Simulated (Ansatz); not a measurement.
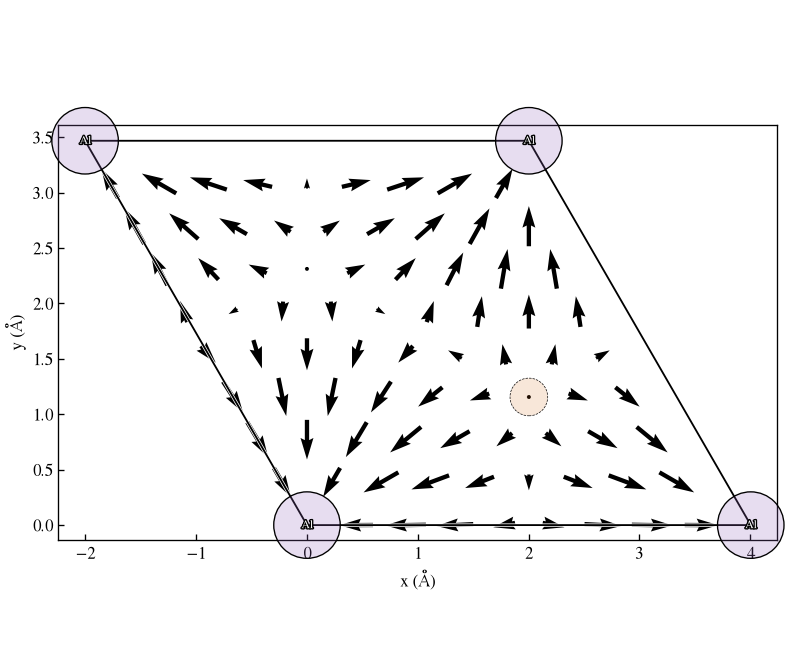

H on an AlAs(111) slab cut from the F-43m phase, its upper half relaxed before the scan (4 atoms of substrate and one adsorbate in a 1 × 1 cell). H is moved over the surface cell at a fixed height above a rigid substrate; the origin of the map has the adsorbate above Al4; the height is held at 2.50 Å. Places are given modulo a cell vector. The map is drawn in real space over the plane of the surface. Grid: 9 × 9 points; 19 points were computed and 62 follow by symmetry. With one adsorbate in each 1 × 1 cell, its nearest image is 4.0 Å away, so neighbouring adsorbates interact. At a fixed height the lowest place need not be the adsorption site. All numbers below come from DFT PBE+D3(BJ), scalar-relativistic, plane waves, PAW in Ansatz. Settings: cutoff 420 eV, k-mesh 9×9×1, gaussian smearing 0.05 eV, spin-polarised.

In the figure: arrows along the force (downhill), their lengths compressed, labelled circles for the atoms of the top layer and small ones for the second layer, the outline of one cell of the plane.

> The arrows alone are given. Where is the energy lowest?

The arrows converge at the top site over a surface Al atom, (0/9, 0/9) of the cell vectors (read from the interpolated surface).

The energy map of the same scan:

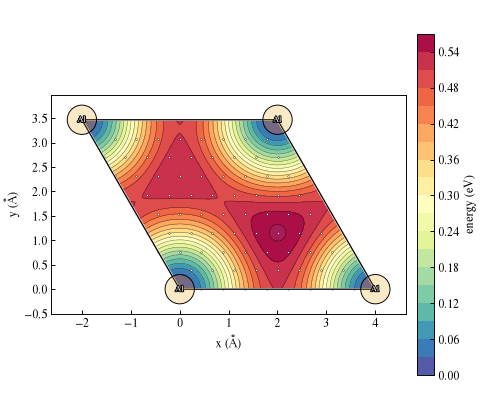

Energies are in eV, from the lowest grid point; between grid points the surface is interpolated.

PAW datasets: the set soft_1.
